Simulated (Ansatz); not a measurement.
# Lu: what the fields show

The calculation's input:

```
crystal:
  lattice:
    - [3.5758479769, 0.0, 0.0]
    - [-1.7879239884, 3.0967751881, 0.0]
    - [0.0, 0.0, 5.5684439097]
  atoms:
    - { symbol: Lu, position: [0.3333333333, 0.6666666667, 0.25] }
    - { symbol: Lu, position: [0.6666666667, 0.3333333333, 0.75] }
basis:
  ecutwfc: 420
kpoints:
  mp_grid: { grid: [15, 15, 8] }
hamiltonian:
  xc: pbe
scf:
  occupations: { method: gaussian, width: 0.1 }
output:
  forces: true
  stress: true
  eigenvalues: true
  write_density: true
  write_potential: true
  elf: true
  volumetric_format: npy
relax:
  adjacent_minimum: "off"
  f_tol: 0.01
  max_steps: 30
  cell: { stress_tol: 0.1, fix: [volume] }
```

Command:

```sh
ansatz run input.yaml --threads 1 --pin off --max-ram 2560MiB --backend cpu --events-out ev --progress --plain --runs-dir out
```

Below, planes, directions and counts refer to the conventional cell (a = 3.58 Å, b = 3.58 Å, c = 5.57 Å, α = 90.00°, β = 90.00°, γ = 120.00°).

The fields are those of the run's last geometry, not of the input's.

Space group P6₃/mmc; changed on purpose from its base cell (volume × 1.06, shape and atoms relaxed); computed pressure about −2 GPa in this cell.

The calculation used Ansatz, DFT PBE, scalar-relativistic, plane waves, PAW.

The density is the valence pseudo-density of a PAW calculation; it isn't the true density close to the nuclei.

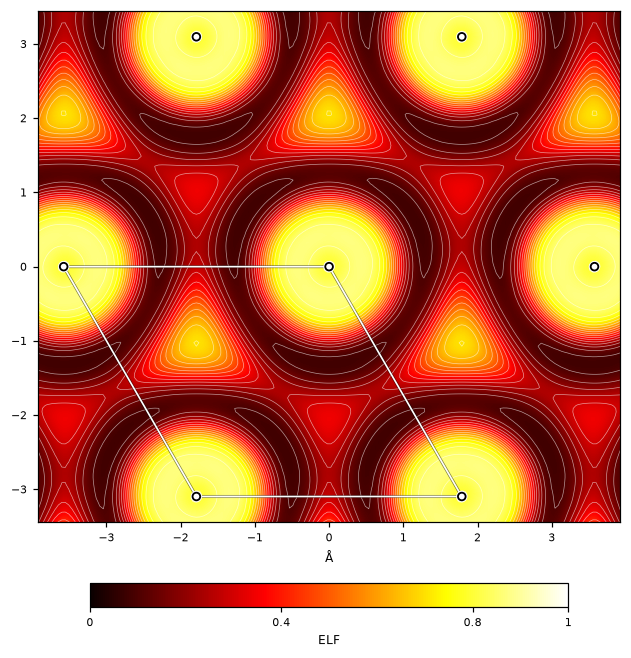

Figure 1. Electron localisation function on the (001) plane of the conventional cell. Circles mark the nuclei in the plane (Lu).

**Interpret the plot.**

Atoms in the plane: Lu.
Lu–Lu (3.58 Å): the ELF is about 0.30 at the midpoint: no shared electron pair shows on this line.
The ELF has a maximum of about 0.70 in the space between the atoms, on no atom or two-centre bond.
The features right at Lu lie inside the PAW spheres, where the map follows smoothed inner orbitals and isn't to be read closely.

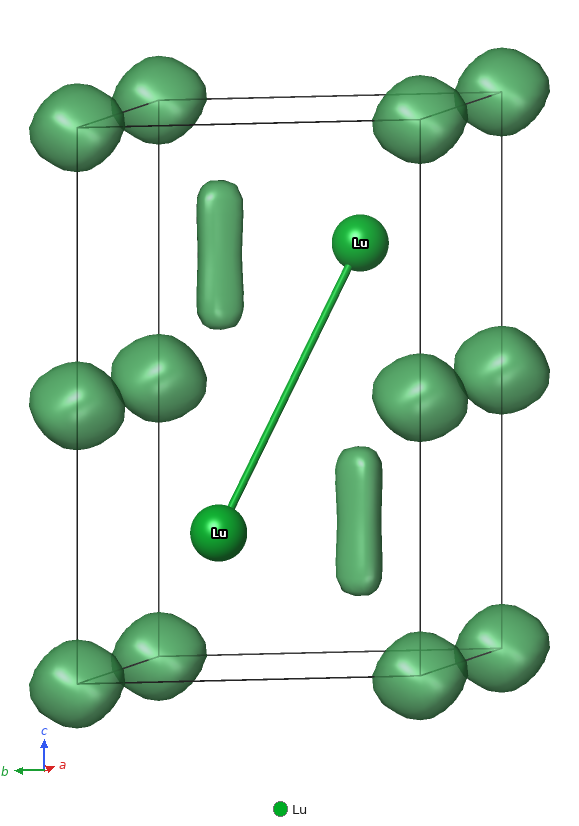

Figure 2. Isosurface of the ELF at 0.65 (green), seen at an oblique angle. Core shells and regions of very low density are left out. Sticks mark near contacts.

**Identify the bonds, lone pairs and shells in this picture.**

At this value the surface marks out four pockets between the atoms, centred on no nucleus (multi-centre or interstitial), counted in one cell of 2 atoms. Regions shared between cells count once. There are no localised bonds or lone pairs at this value. Along the contacts the grid gives the following. Lu–Lu (3.47 Å): the ELF is about 0.20 at the midpoint; no localised pair shows between them.

**Does the calculation make it a metal, or give it a gap?**

It is gapless in this calculation (a metal or semimetal).
